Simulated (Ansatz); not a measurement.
**Run report: Sn22Ge106, single-point calculation (part 1 of 2)**

Sn22Ge106 (128 atoms in the cell), computed with DFT, PBE, PAW, plane waves (Ansatz 0.2.0).

The structure was built on a prototype by a generator.

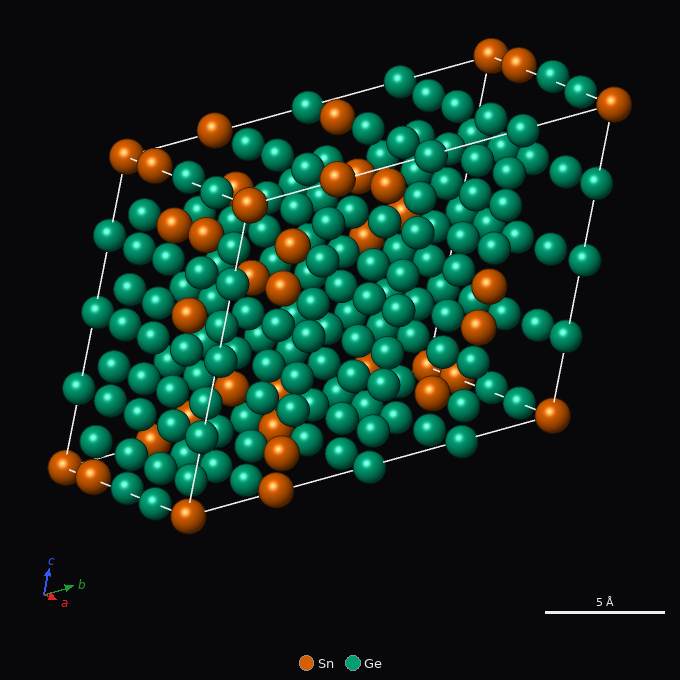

Fig. 1: The structure as given in the input (spheres-only view of the cell of the calculation, seen slightly off an axis).

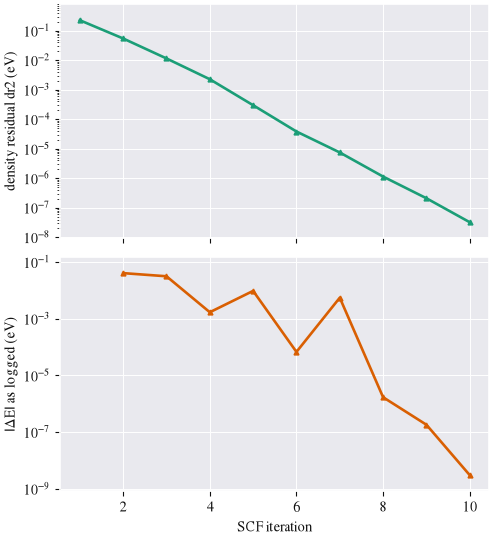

Fig. 2: Convergence of the self-consistent field: density residual dr2 and size of the energy change against the SCF iteration. The residual falls at every step.

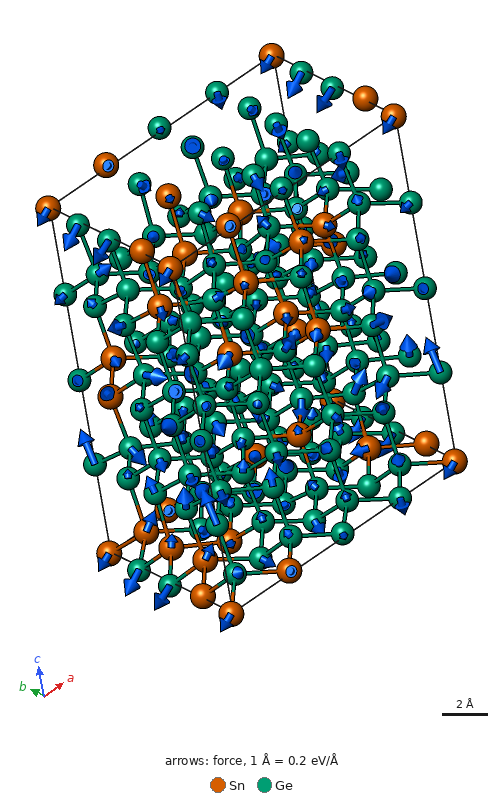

Fig. 3: Forces on the atoms as blue arrows (ball-and-stick view of the cell of the calculation, seen slightly off an axis). The largest act on Ge50 (0.35 eV/Å); Ge43, Ge81 (0.29 eV/Å); Ge24, Ge29 (0.28 eV/Å); Ge105 (0.27 eV/Å), among others. Atoms are counted from 1 in the order of the input and aren't labelled in the picture. The geometry is not a stationary point of this energy.

The input and output of the run follow.

## Input
```yaml
crystal:
  lattice:
    - [0.000000, 11.652418, 11.652418]
    - [11.652418, 0.000000, 11.652418]
    - [11.652418, 11.652418, 0.000000]
  atoms:
    - { symbol: Sn, position: [0.995559, 0.006348, 0.997087] }
    - { symbol: Sn, position: [0.749732, 0.248905, 0.748361] }
    - { symbol: Sn, position: [0.051473, 0.565834, 0.065953] }
    - { symbol: Sn, position: [0.565053, 0.059226, 0.558542] }
    - { symbol: Sn, position: [0.811906, 0.811335, 0.314576] }
    - { symbol: Sn, position: [0.798536, 0.316482, 0.068289] }
    - { symbol: Sn, position: [0.311933, 0.316551, 0.556496] }
    - { symbol: Sn, position: [0.562888, 0.062661, 0.815471] }
    - { symbol: Sn, position: [0.563173, 0.562982, 0.811998] }
    - { symbol: Sn, position: [0.000619, 0.244001, 0.004878] }
    - { symbol: Sn, position: [0.996253, 0.747908, 0.496408] }
    - { symbol: Sn, position: [0.067467, 0.315622, 0.067957] }
    - { symbol: Sn, position: [0.067930, 0.802394, 0.063614] }
    - { symbol: Sn, position: [0.561885, 0.810933, 0.064085] }
    - { symbol: Sn, position: [0.312524, 0.061658, 0.807468] }
    - { symbol: Sn, position: [0.564443, 0.316229, 0.561938] }
    - { symbol: Sn, position: [0.065514, 0.815827, 0.564852] }
    - { symbol: Sn, position: [0.314021, 0.566316, 0.802192] }
    - { symbol: Sn, position: [0.251865, 0.993221, 0.011616] }
    - { symbol: Sn, position: [0.256467, 0.494286, 0.006848] }
    - { symbol: Sn, position: [0.499838, 0.249592, 0.251254] }
    - { symbol: Sn, position: [0.065267, 0.315233, 0.802589] }
    - { symbol: Ge, position: [0.496138, 0.004581, 0.009516] }
    - { symbol: Ge, position: [0.992154, 0.505341, 0.993070] }
    - { symbol: Ge, position: [0.999913, 0.008947, 0.496568] }
    - { symbol: Ge, position: [0.248570, 0.246014, 0.252950] }
    - { symbol: Ge, position: [0.501441, 0.496280, 0.007650] }
    - { symbol: Ge, position: [0.495980, 0.993959, 0.497243] }
    - { symbol: Ge, position: [0.748217, 0.247579, 0.261319] }
    - { symbol: Ge, position: [0.000726, 0.496075, 0.501444] }
    - { symbol: Ge, position: [0.254053, 0.746575, 0.250060] }
    - { symbol: Ge, position: [0.257351, 0.254084, 0.748728] }
    - { symbol: Ge, position: [0.497540, 0.509108, 0.496174] }
    - { symbol: Ge, position: [0.746855, 0.746323, 0.247262] }
    - { symbol: Ge, position: [0.246918, 0.760053, 0.744700] }
    - { symbol: Ge, position: [0.747684, 0.750834, 0.751808] }
    - { symbol: Ge, position: [0.060038, 0.054842, 0.075877] }
    - { symbol: Ge, position: [0.563964, 0.063266, 0.064836] }
    - { symbol: Ge, position: [0.062122, 0.065145, 0.561216] }
    - { symbol: Ge, position: [0.303950, 0.314468, 0.314579] }
    - { symbol: Ge, position: [0.562793, 0.562180, 0.064274] }
    - { symbol: Ge, position: [0.813750, 0.313010, 0.313692] }
    - { symbol: Ge, position: [0.063125, 0.556560, 0.563206] }
    - { symbol: Ge, position: [0.313279, 0.812452, 0.312859] }
    - { symbol: Ge, position: [0.311556, 0.315600, 0.814535] }
    - { symbol: Ge, position: [0.565384, 0.563727, 0.558290] }
    - { symbol: Ge, position: [0.817273, 0.313386, 0.811849] }
    - { symbol: Ge, position: [0.312448, 0.814612, 0.810022] }
    - { symbol: Ge, position: [0.814546, 0.810276, 0.812263] }
    - { symbol: Ge, position: [0.997957, 0.998233, 0.255321] }
    - { symbol: Ge, position: [0.260031, 0.249326, 0.999368] }
    - { symbol: Ge, position: [0.500647, 0.997886, 0.250260] }
    - { symbol: Ge, position: [0.743973, 0.250480, 0.994670] }
    - { symbol: Ge, position: [0.995066, 0.497122, 0.260862] }
    - { symbol: Ge, position: [0.261357, 0.744755, 0.996050] }
    - { symbol: Ge, position: [0.999759, 0.999211, 0.746762] }
    - { symbol: Ge, position: [0.243386, 0.246100, 0.498681] }
    - { symbol: Ge, position: [0.501019, 0.502935, 0.250571] }
    - { symbol: Ge, position: [0.756017, 0.749348, 0.996457] }
    - { symbol: Ge, position: [0.505074, 0.989458, 0.752337] }
    - { symbol: Ge, position: [0.758402, 0.248049, 0.496879] }
    - { symbol: Ge, position: [0.995920, 0.509285, 0.746183] }
    - { symbol: Ge, position: [0.258688, 0.749093, 0.497733] }
    - { symbol: Ge, position: [0.506521, 0.495370, 0.741067] }
    - { symbol: Ge, position: [0.743461, 0.746676, 0.510361] }
    - { symbol: Ge, position: [0.062793, 0.063214, 0.313526] }
    - { symbol: Ge, position: [0.319057, 0.301024, 0.069816] }
    - { symbol: Ge, position: [0.562864, 0.054783, 0.315254] }
    - { symbol: Ge, position: [0.064311, 0.558414, 0.317713] }
    - { symbol: Ge, position: [0.317615, 0.800826, 0.066846] }
    - { symbol: Ge, position: [0.063146, 0.064446, 0.801506] }
    - { symbol: Ge, position: [0.562696, 0.564300, 0.313115] }
    - { symbol: Ge, position: [0.809389, 0.814060, 0.061979] }
    - { symbol: Ge, position: [0.817894, 0.315396, 0.553018] }
    - { symbol: Ge, position: [0.060003, 0.564798, 0.809768] }
    - { symbol: Ge, position: [0.315028, 0.815453, 0.559769] }
    - { symbol: Ge, position: [0.803294, 0.813733, 0.567686] }
    - { symbol: Ge, position: [0.249666, 0.000353, 0.253809] }
    - { symbol: Ge, position: [0.500532, 0.248035, 0.002141] }
    - { symbol: Ge, position: [0.746390, 0.007109, 0.249022] }
    - { symbol: Ge, position: [0.992192, 0.758262, 0.993487] }
    - { symbol: Ge, position: [0.001777, 0.249773, 0.498442] }
    - { symbol: Ge, position: [0.248982, 0.499821, 0.254477] }
    - { symbol: Ge, position: [0.498555, 0.743902, 0.998007] }
    - { symbol: Ge, position: [0.246369, 0.998728, 0.742328] }
    - { symbol: Ge, position: [0.503246, 0.252792, 0.492832] }
    - { symbol: Ge, position: [0.750114, 0.499805, 0.249956] }
    - { symbol: Ge, position: [0.759214, 0.995404, 0.747264] }
    - { symbol: Ge, position: [0.244271, 0.499325, 0.745096] }
    - { symbol: Ge, position: [0.501024, 0.749531, 0.501028] }
    - { symbol: Ge, position: [0.759204, 0.497547, 0.748597] }
    - { symbol: Ge, position: [0.313318, 0.060891, 0.314941] }
    - { symbol: Ge, position: [0.562345, 0.314078, 0.056048] }
    - { symbol: Ge, position: [0.813017, 0.061920, 0.314841] }
    - { symbol: Ge, position: [0.059451, 0.311915, 0.559565] }
    - { symbol: Ge, position: [0.313373, 0.562674, 0.313499] }
    - { symbol: Ge, position: [0.810689, 0.561608, 0.314495] }
    - { symbol: Ge, position: [0.816476, 0.053480, 0.815764] }
    - { symbol: Ge, position: [0.559754, 0.811321, 0.563291] }
    - { symbol: Ge, position: [0.812101, 0.567272, 0.810452] }
    - { symbol: Ge, position: [0.747594, 0.997649, 0.001690] }
    - { symbol: Ge, position: [0.997622, 0.248269, 0.260260] }
    - { symbol: Ge, position: [0.248219, 0.999552, 0.498060] }
    - { symbol: Ge, position: [0.745204, 0.510855, 0.996432] }
    - { symbol: Ge, position: [0.758084, 0.996644, 0.498394] }
    - { symbol: Ge, position: [0.006536, 0.741097, 0.256312] }
    - { symbol: Ge, position: [0.999968, 0.247271, 0.741351] }
    - { symbol: Ge, position: [0.246912, 0.509717, 0.495931] }
    - { symbol: Ge, position: [0.497341, 0.747313, 0.257820] }
    - { symbol: Ge, position: [0.493323, 0.256540, 0.754560] }
    - { symbol: Ge, position: [0.750196, 0.501213, 0.498096] }
    - { symbol: Ge, position: [0.998467, 0.748057, 0.757487] }
    - { symbol: Ge, position: [0.496266, 0.758077, 0.745509] }
    - { symbol: Ge, position: [0.314588, 0.066315, 0.070044] }
    - { symbol: Ge, position: [0.800550, 0.067559, 0.063597] }
    - { symbol: Ge, position: [0.062729, 0.310853, 0.316064] }
    - { symbol: Ge, position: [0.319348, 0.561835, 0.070128] }
    - { symbol: Ge, position: [0.310630, 0.060003, 0.558105] }
    - { symbol: Ge, position: [0.566266, 0.317958, 0.313558] }
    - { symbol: Ge, position: [0.809672, 0.565026, 0.061890] }
    - { symbol: Ge, position: [0.817100, 0.062713, 0.560809] }
    - { symbol: Ge, position: [0.068843, 0.813868, 0.303896] }
    - { symbol: Ge, position: [0.312173, 0.564995, 0.559865] }
    - { symbol: Ge, position: [0.561191, 0.811326, 0.314389] }
    - { symbol: Ge, position: [0.554988, 0.313053, 0.817190] }
    - { symbol: Ge, position: [0.814388, 0.560361, 0.563837] }
    - { symbol: Ge, position: [0.061351, 0.816017, 0.810353] }
    - { symbol: Ge, position: [0.562899, 0.807501, 0.813980] }
kpoints:
  mp_grid: { grid: [1, 1, 1] }
hamiltonian:
  xc: pbe
scf:
  occupations: { method: fermi_dirac, width: 0.01 }
output:
  forces: true
  eigenvalues: true
  populations: true
  eigenstates: { kpoints: [[0, 0, 0]], e_range: [-6.0, 6.0], localisation: true }
```

Command:
```bash
ansatz run in.yaml --threads 8 --pin off --max-ram 118750MiB --runs-dir r --events-out ev --progress --plain --backend cuda --devices 0,
```

## The program's output
```
Pseudopotentials: kind: paw
Functional definition: PBE
  parameter kappa = 0.804
  parameter beta = 0.06672455060314922
  exchange = pbe_x(kappa = kappa, mu = beta*pi^2/3)
  correlation = pbe_c(beta = beta)
Crystal: 128 atoms, lattice volume = 3164.304 Å³
Basis set: ecut = 420 eV, 62079 PW (Γ), exchange–correlation on 240×240×240 points (8 copies of the dense FFT grid, shifted against one another)
Bands: 1076, of which v1, the nominal top of the filled ones, is band 896 counted from 1 (895 counted from 0)
Symmetry: 1 space group operations
Space group: P1 (ITA 1), of the structure as read, at distance tolerance 1.5e-4 Å
k-points: 1
Non-local potential: Sn, projectors of the file, l = 0: 2, l = 1: 2, l = 2: 2, l = 3: 2
Non-local potential: Ge, projectors of the file, l = 0: 2, l = 1: 2, l = 2: 3, l = 3: 1
PAW form: soft (Blöchl's): semilocal exchange-correlation on the pseudo side does not see the compensation charge
PAW one-centre angular grid: Sn, 590 points (default); XC on 64 Gauss nodes
PAW one-centre angular grid: Ge, 590 points (default); XC on 64 Gauss nodes
Initial density: superposition of atomic densities (neutral atoms: chi_scale 0, normalization atom), corrected by the library's trained network
Initial wavefunctions: pseudopotential atomic-orbital guess
Functional: x = pbe(κ = 0.804, μ = 0.2195149727645171), c = pbe(β = 0.06672455060314922)
SCF iter   1: F=—  HF=-587780.348555 eV  |F-HF|=—  |Δ(HF+E_count)|=         —  Δρ=1.74e-3  dr2=2.27e-1  ethr=1.77e-3  ⟨swp⟩=6.0  Hψ=4002  notcnv=0  defer=4
preconditioner: auto → LDOS  [insulator: Δε(μ)=0.029 eV  Ē_g=21.866 eV  σ=0.010 eV  W_gap=0.62  n_scr=868 (ndim 8)  ℏωp=27.9 eV  f_vac=0.076  D(μ)=66.92/eV (n_scr^D=410)  ε∞_Penn≈2.6  β→1.0]
SCF iter   2: F=—  HF=-587780.307732 eV  |F-HF|=—  |Δ(HF+E_count)|=   4.08e-2  Δρ=1.45e-3  dr2=5.46e-2  ethr=1.27e-5  ⟨swp⟩=3.0  Hψ=2156  notcnv=0  defer=167
SCF iter   3: F=—  HF=-587780.276154 eV  |F-HF|=—  |Δ(HF+E_count)|=   3.16e-2  Δρ=3.62e-4  dr2=1.15e-2  ethr=3.04e-6  ⟨swp⟩=2.0  Hψ=1818  notcnv=0  defer=167
SCF iter   4: F=—  HF=-587780.277852 eV  |F-HF|=—  |Δ(HF+E_count)|=   1.70e-3  Δρ=1.55e-4  dr2=2.27e-3  ethr=6.40e-7  ⟨swp⟩=2.0  Hψ=1802  notcnv=0  defer=167
SCF iter   5: F=—  HF=-587780.268234 eV  |F-HF|=—  |Δ(HF+E_count)|=   9.62e-3  Δρ=6.21e-5  dr2=2.99e-4  ethr=1.26e-7  ⟨swp⟩=2.0  Hψ=1133  notcnv=0  defer=167
SCF iter   6: F=—  HF=-587780.268166 eV  |F-HF|=—  |Δ(HF+E_count)|=   6.77e-5  Δρ=2.01e-5  dr2=3.84e-5  ethr=1.67e-8  ⟨swp⟩=2.0  Hψ=1802  notcnv=0  defer=167
SCF iter   7: F=—  HF=-587780.273707 eV  |F-HF|=—  |Δ(HF+E_count)|=   5.54e-3  Δρ=1.01e-5  dr2=7.48e-6  ethr=2.14e-9  ⟨swp⟩=2.0  Hψ=1498  notcnv=0  defer=167
SCF iter   8: F=—  HF=-587780.273706 eV  |F-HF|=—  |Δ(HF+E_count)|=   1.70e-6  Δρ=3.62e-6  dr2=1.14e-6  ethr=4.17e-10  ⟨swp⟩=2.0  Hψ=1806  notcnv=0  defer=167
SCF iter   9: F=—  HF=-587780.273706 eV  |F-HF|=—  |Δ(HF+E_count)|=   1.82e-7  Δρ=1.49e-6  dr2=2.10e-7  ethr=6.37e-11  ⟨swp⟩=2.0  Hψ=1806  notcnv=0  defer=167
SCF iter  10: F=-587780.273706 eV  HF=-587780.273706 eV  |F-HF|=2.37e-8  |Δ(HF+E_count)|=   3.03e-9  Δρ=5.71e-7  dr2=3.23e-8  ethr=5.58e-12  ⟨swp⟩=11.0  Hψ=5433  notcnv=0
SCF 1 converged in 10 iterations: F = -587780.273706 eV  dr2 = 3.23e-8
  greatest PAW one-centre occupation: 0.998 electrons in one spin orbital (limit 2), on the Ge atom at site 101 (counted from 0), in its partial waves of l = 2
NSCF: frozen V_eff on 1 k-points
SCF converged after 10 iterations
Free energy (F): -587780.273706 eV
Harris-Foulkes:  -587780.273706 eV  (|F-HF|=2.37e-8)
Internal energy: -587780.247448 eV  (E = F + TS)
E sigma→0 (E₀):  -587780.260577 eV
Entropy (-TS):   -0.026258 eV (-0.205 meV/atom)
Fermi energy:    8.358736 eV
--- Per-component energies (eV) ---
  E_band       = -18600.441425
  E_kinetic    = 15967.094105
  E_local      = -290651.449030  (includes V_loc(G=0)·N_el)
  E_nonlocal   = 43644.426486
  E_hartree    = 131213.902503
  E_xc         = -16416.321698
  E_vxc        = -8951.946365  (∫ρ·V_xc dr)
  E_paw        = -305137.543260  (= ΣΔE_a)
  E_vpaw       = -41036.404134  (= ΣTr[D̂ρ^β])
  E_aug_tail   = 0.032859  (compensation charges beyond the density's cutoff)
  E_ewald      = -166400.389412
  E_smearing   = -0.026258  (= −TS)
  E_closure    = 0.000000  (closes the sum)
  Σ components = -587780.273706   (vs F -587780.273706, Δ=0.00e0)
```
